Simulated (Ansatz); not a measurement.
**Run report: Pt, single-point calculation (part 2 of 2)**

Pt (Fm-3m, 62 atoms in the cell); DFT PBE, scalar-relativistic, plane waves, PAW, no spin polarisation (Ansatz 0.2.0); cutoff 420 eV, 3×3×3 k-mesh, Gaussian smearing of 0.1 eV. The structure derives from a Materials Project entry. It belongs to a series of runs on one base structure; here: the perfect crystal in a cell of 62 atoms.

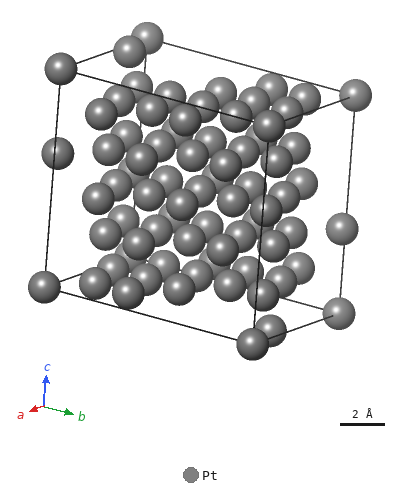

Figure 1. The structure (spheres-only view of the cell of the calculation, seen slightly off an axis).

## Output, continued
```
  k-point 2: bands = ["-76.0885", "-76.0861", "-76.0860", "-76.0798", "-76.0785", "-76.0768", "-76.0764", "-76.0753", "-76.0739", "-76.0737", ... 460 levels left out ..., "20.3084", "20.3258", "20.3263", "20.3380", "20.3709", "20.3767", "20.4471", "20.4549", "20.4655", "20.4758", "20.4765", "20.4859", "20.4939", "20.5422", "20.5969", "20.6164", "20.6376", "20.6551", "20.6682", "20.6981", "20.7044", "20.7206", "20.7206", "20.7207", "20.7786", "20.7841", "20.7895", "20.8106", "20.8466",
      "20.8682", "20.9042", "20.9534", "20.9743", "20.9890", "21.0087", "21.0540", "21.0602", "21.1327", "21.2370", "21.2587", "21.2756", "21.3174", "21.3185", "21.3278", "21.3674", "21.3821", "21.4096", "21.4588", "21.4836", "21.4874", "21.5099", "21.5175", "21.5533", "21.5561", "21.5719", "21.6158", "21.6187", "21.6227", "21.6646", "21.6664", "21.7751", "21.8206", "21.8454", "21.8577", "21.9050", "21.9222", "21.9931", "21.9955", "22.0118",
      "22.0263", "22.0487", "22.0523", "22.0664", "22.0744", "22.0762", "22.0878", "22.0904", "22.1130", "22.1385", "22.1516", "22.1606", "22.1688", "22.2031", "22.2055", "22.2084", "22.2086", "22.2116", "22.2192", "22.2248", "22.2343", "22.2418", "22.2929", "22.2988", "22.3042", "22.3230", "22.3892", "22.3995", "22.4091", "22.4111", "22.4149", "22.4744", "22.4753", "22.4889", "22.4969", "22.5823", "22.6226", "22.6568", "22.6640", "22.8629",
      "23.0367", "23.3156", "23.3835", "23.3867", "23.8863", "23.9236", "23.9466", "24.0209", "24.0931", "24.4300", "24.4439", "24.5932", "24.6009", "24.6410", "24.6729", "24.6926", "24.7794", "24.8275", "24.8541", "24.9257", "25.3658", "25.5460", "25.6020", "25.6970", "25.8443", "25.8709", "25.9145", "26.1054", "26.3313", "26.5627", "26.6982", "26.7074", "27.0030", "27.0350", "27.1889", "27.2353", "27.2621", "27.5397", "27.6916", "27.7444",
      "27.8327", "27.9334", "28.1899", "28.2119", "28.2448", "28.3139", "28.3778", "28.6258", "28.6773", "28.7684", "28.7805", "28.8713", "28.8813", "29.1168", "29.1278", "29.3031", "29.5132", "29.5206", "29.5279", "29.5375", "29.5873", "29.7750", "30.3037", "30.3265", "30.6658", "30.6933", "30.7183", "30.7643", "30.8461", "30.8695", "30.9713", "31.0339", "31.1209", "31.1937", "31.2366", "31.4573", "31.4663", "31.4918", "31.5653", "31.6282",
      "31.6973", "31.8529", "31.9306", "31.9477", "31.9708", "32.1193", "32.1864", "32.3581", "32.6051", "32.8228", "32.8340"]
  k-point 5: bands = ["-76.0884", "-76.0840", "-76.0840", "-76.0820", "-76.0819", "-76.0804", "-76.0785", "-76.0757", "-76.0729", "-76.0718", ... 460 levels left out ..., "20.3890", "20.4053", "20.4307", "20.4453", "20.4628", "20.4686", "20.4811", "20.4964", "20.5029", "20.5235", "20.5402", "20.5593", "20.5662", "20.5665", "20.5900", "20.6037", "20.6124", "20.6331", "20.6601", "20.6804", "20.6989", "20.7200", "20.7594", "20.7724", "20.7807", "20.8070", "20.8509", "20.8528", "20.8632",
      "20.8710", "20.9251", "20.9358", "20.9422", "20.9647", "20.9920", "21.0022", "21.0603", "21.0933", "21.0935", "21.1438", "21.2839", "21.2868", "21.2886", "21.3210", "21.3305", "21.3872", "21.4225", "21.4308", "21.4583", "21.4610", "21.4687", "21.4943", "21.4989", "21.5166", "21.5622", "21.5748", "21.6585", "21.6835", "21.7178", "21.7790", "21.7870", "21.7945", "21.7982", "21.8022", "21.8428", "21.8835", "21.8891", "21.8931", "21.9003",
      "21.9474", "21.9625", "21.9832", "21.9913", "22.0059", "22.0118", "22.1361", "22.1479", "22.1746", "22.1850", "22.2020", "22.2107", "22.2173", "22.2291", "22.2575", "22.2616", "22.2754", "22.2756", "22.2992", "22.3254", "22.3291", "22.3381", "22.3570", "22.4532", "22.4992", "22.5618", "22.5751", "22.5925", "22.6006", "22.6042", "22.6126", "22.6214", "22.6439", "22.6486", "22.6510", "22.6633", "22.6645", "22.8506", "22.9477", "23.1927",
      "23.2505", "23.2521", "23.2765", "23.3243", "23.3779", "23.4561", "23.6305", "23.8346", "23.8794", "23.8908", "23.9020", "24.0150", "24.0566", "24.2812", "24.3115", "24.3659", "24.8109", "24.8638", "24.9282", "25.2786", "25.3444", "25.3515", "25.5305", "25.5467", "25.6277", "25.6459", "26.1181", "26.1325", "26.5036", "26.5224", "26.7611", "26.7692", "27.1948", "27.3536", "27.3925", "27.5520", "27.6326", "27.7581", "27.7655", "27.7709",
      "27.9716", "28.1872", "28.3448", "28.3560", "28.3773", "28.5432", "28.5604", "28.7124", "28.7690", "28.7716", "28.9641", "29.0358", "29.2593", "29.2667", "29.3139", "29.4069", "29.4933", "29.5183", "29.7419", "29.7663", "30.0564", "30.1268", "30.2882", "30.4047", "30.4213", "30.5230", "30.5459", "30.5715", "30.5864", "30.6678", "30.7454", "30.8176", "30.8841", "30.9959", "31.3482", "31.4120", "31.4467", "31.6946", "31.7093", "31.7140",
      "31.7868", "31.7992", "31.8194", "31.8773", "32.0170", "32.0906", "32.2115", "32.4790", "32.6020", "32.6259", "32.7179"]
```

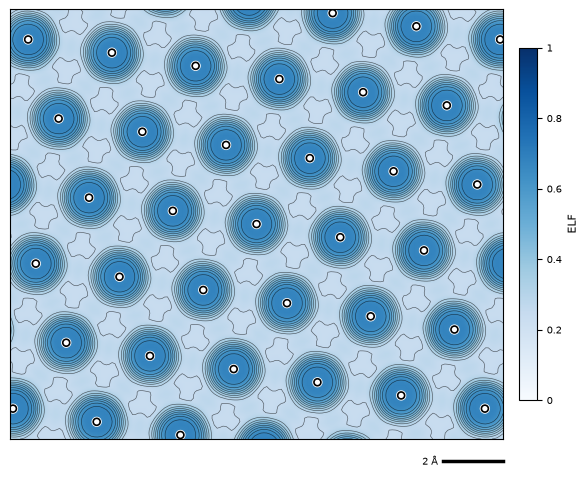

Figure 2. ELF on the (111) plane of the calculation cell. Circles mark the nuclei in the plane (Pt). The plane passes through Pt nuclei. Pt–Pt (2.81 Å): the ELF is about 0.30 at the midpoint; no shared electron pair. The strong features right at Pt lie inside the PAW spheres (semicore, d or f shells) and say nothing about bonding. In a PAW calculation such maps are meaningful between the atoms, not at the nuclei.

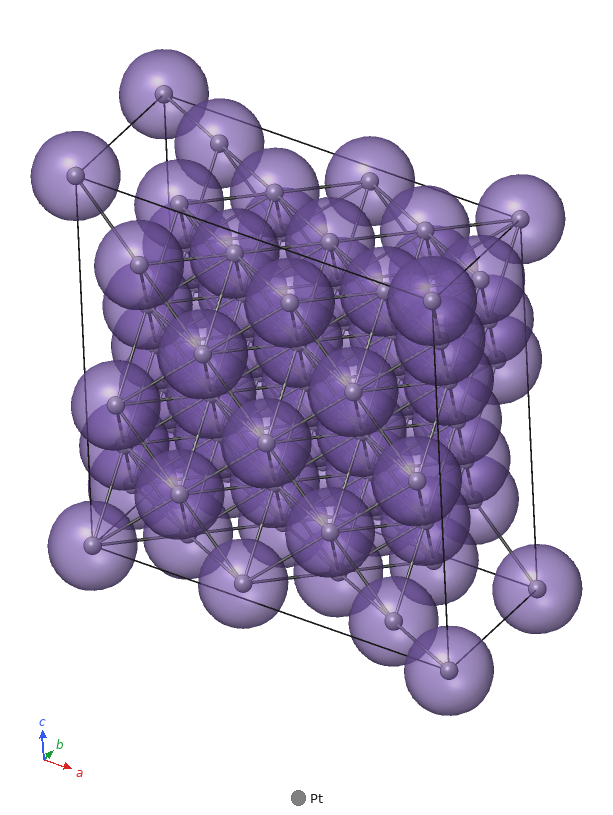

Figure 3. Isosurface of the valence pseudo-density at 0.5 e/Å³ (purple), seen at an oblique angle. Sticks mark near contacts. The outline is the calculation cell. At this value the density breaks into separate islands; it holds about 85 % of the electrons treated as valence (semicore included). It is pinched off along the Pt–Pt (2.81 Å) contacts. On the grid the lowest density along these lines, outside the cores, is 0.36 e/Å³ (Pt–Pt, 2.81 Å).

The run was set up as follows.

## The input
```yaml
crystal:
  lattice:
    - [-1.9851153494, -9.9255767469, 0.0]
    - [9.9255767469, 0.0, -1.9851153494]
    - [0.0, 1.9851153494, 9.9255767469]
  atoms:
    - { symbol: Pt, position: [0.8387096774, 0.9677419355, 0.1935483871] }
    - { symbol: Pt, position: [0.8225806452, 0.564516129, 0.1129032258] }
    - { symbol: Pt, position: [0.6290322581, 0.7258064516, 0.1451612903] }
    - { symbol: Pt, position: [0.435483871, 0.8870967742, 0.1774193548] }
    - { symbol: Pt, position: [0.8709677419, 0.7741935484, 0.3548387097] }
    - { symbol: Pt, position: [0.6774193548, 0.935483871, 0.3870967742] }
    - { symbol: Pt, position: [0.9193548387, 0.9838709677, 0.5967741935] }
    - { symbol: Pt, position: [0.8064516129, 0.1612903226, 0.0322580645] }
    - { symbol: Pt, position: [0.6129032258, 0.3225806452, 0.064516129] }
    - { symbol: Pt, position: [0.4193548387, 0.4838709677, 0.0967741935] }
    - { symbol: Pt, position: [0.2258064516, 0.6451612903, 0.1290322581] }
    - { symbol: Pt, position: [0.0322580645, 0.8064516129, 0.1612903226] }
    - { symbol: Pt, position: [0.8548387097, 0.3709677419, 0.2741935484] }
    - { symbol: Pt, position: [0.6612903226, 0.5322580645, 0.3064516129] }
    - { symbol: Pt, position: [0.4677419355, 0.6935483871, 0.3387096774] }
    - { symbol: Pt, position: [0.2741935484, 0.8548387097, 0.3709677419] }
    - { symbol: Pt, position: [0.9032258065, 0.5806451613, 0.5161290323] }
    - { symbol: Pt, position: [0.7096774194, 0.7419354839, 0.5483870968] }
    - { symbol: Pt, position: [0.5161290323, 0.9032258065, 0.5806451613] }
    - { symbol: Pt, position: [0.9516129032, 0.7903225806, 0.7580645161] }
    - { symbol: Pt, position: [0.7580645161, 0.9516129032, 0.7903225806] }
    - { symbol: Pt, position: [0.4032258065, 0.0806451613, 0.0161290323] }
    - { symbol: Pt, position: [0.2096774194, 0.2419354839, 0.0483870968] }
    - { symbol: Pt, position: [0.0161290323, 0.4032258065, 0.0806451613] }
    - { symbol: Pt, position: [0.6451612903, 0.1290322581, 0.2258064516] }
    - { symbol: Pt, position: [0.4516129032, 0.2903225806, 0.2580645161] }
    - { symbol: Pt, position: [0.2580645161, 0.4516129032, 0.2903225806] }
    - { symbol: Pt, position: [0.064516129, 0.6129032258, 0.3225806452] }
    - { symbol: Pt, position: [0.8870967742, 0.1774193548, 0.435483871] }
    - { symbol: Pt, position: [0.6935483871, 0.3387096774, 0.4677419355] }
    - { symbol: Pt, position: [0.5, 0.5, 0.5] }
    - { symbol: Pt, position: [0.3064516129, 0.6612903226, 0.5322580645] }
    - { symbol: Pt, position: [0.1129032258, 0.8225806452, 0.564516129] }
    - { symbol: Pt, position: [0.935483871, 0.3870967742, 0.6774193548] }
    - { symbol: Pt, position: [0.7419354839, 0.5483870968, 0.7096774194] }
    - { symbol: Pt, position: [0.5483870968, 0.7096774194, 0.7419354839] }
    - { symbol: Pt, position: [0.3548387097, 0.8709677419, 0.7741935484] }
    - { symbol: Pt, position: [0.9838709677, 0.5967741935, 0.9193548387] }
    - { symbol: Pt, position: [0.7903225806, 0.7580645161, 0.9516129032] }
    - { symbol: Pt, position: [0.5967741935, 0.9193548387, 0.9838709677] }
    - { symbol: Pt, position: [0.0, 0.0, 0.0] }
    - { symbol: Pt, position: [0.2419354839, 0.0483870968, 0.2096774194] }
    - { symbol: Pt, position: [0.0483870968, 0.2096774194, 0.2419354839] }
    - { symbol: Pt, position: [0.4838709677, 0.0967741935, 0.4193548387] }
    - { symbol: Pt, position: [0.2903225806, 0.2580645161, 0.4516129032] }
    - { symbol: Pt, position: [0.0967741935, 0.4193548387, 0.4838709677] }
    - { symbol: Pt, position: [0.7258064516, 0.1451612903, 0.6290322581] }
    - { symbol: Pt, position: [0.5322580645, 0.3064516129, 0.6612903226] }
    - { symbol: Pt, position: [0.3387096774, 0.4677419355, 0.6935483871] }
    - { symbol: Pt, position: [0.1451612903, 0.6290322581, 0.7258064516] }
    - { symbol: Pt, position: [0.9677419355, 0.1935483871, 0.8387096774] }
    - { symbol: Pt, position: [0.7741935484, 0.3548387097, 0.8709677419] }
    - { symbol: Pt, position: [0.5806451613, 0.5161290323, 0.9032258065] }
    - { symbol: Pt, position: [0.3870967742, 0.6774193548, 0.935483871] }
    - { symbol: Pt, position: [0.1935483871, 0.8387096774, 0.9677419355] }
    - { symbol: Pt, position: [0.0806451613, 0.0161290323, 0.4032258065] }
    - { symbol: Pt, position: [0.3225806452, 0.064516129, 0.6129032258] }
    - { symbol: Pt, position: [0.1290322581, 0.2258064516, 0.6451612903] }
    - { symbol: Pt, position: [0.564516129, 0.1129032258, 0.8225806452] }
    - { symbol: Pt, position: [0.3709677419, 0.2741935484, 0.8548387097] }
    - { symbol: Pt, position: [0.1774193548, 0.435483871, 0.8870967742] }
    - { symbol: Pt, position: [0.1612903226, 0.0322580645, 0.8064516129] }
basis:
  ecutwfc: 420
  xc_grid: 2
kpoints:
  mp_grid: { grid: [3, 3, 3], shift: [0.0, 0.0, 0.0] }
hamiltonian:
  xc: pbe
scf:
  occupations: { method: gaussian, width: 0.1 }
output:
  forces: true
  stress: true
  eigenvalues: true
  write_density: true
  write_potential: true
  elf: true
  volumetric_format: npy
```

Launch command:
```bash
ansatz run input.yaml --threads 8 --pin off --max-ram 20480MiB --backend cpu --events-out ev --progress --plain --runs-dir out
```

## Summary

| quantity | value |
| --- | --- |
| outcome | converged |
| space group (tolerance 0.01 Å) | Fm-3m (225) |
| electrons treated | 1116 |
| free energy | −776426.9302 eV |
| Fermi energy | 22.269 eV |
| gap on the k-point mesh | none (metallic) |
| pressure | 0.01 GPa |
| largest force (length of the vector) | under 0.001 eV/Å |
| hardware | 8 threads of Intel Xeon @ 2.70GHz, 189 GiB of memory available, shared host |
| wall time | 97 s (CPU time 12 min) |
| peak memory | 13 GiB |

## Remarks

Spin–orbit coupling is left out, which matters for Pt.
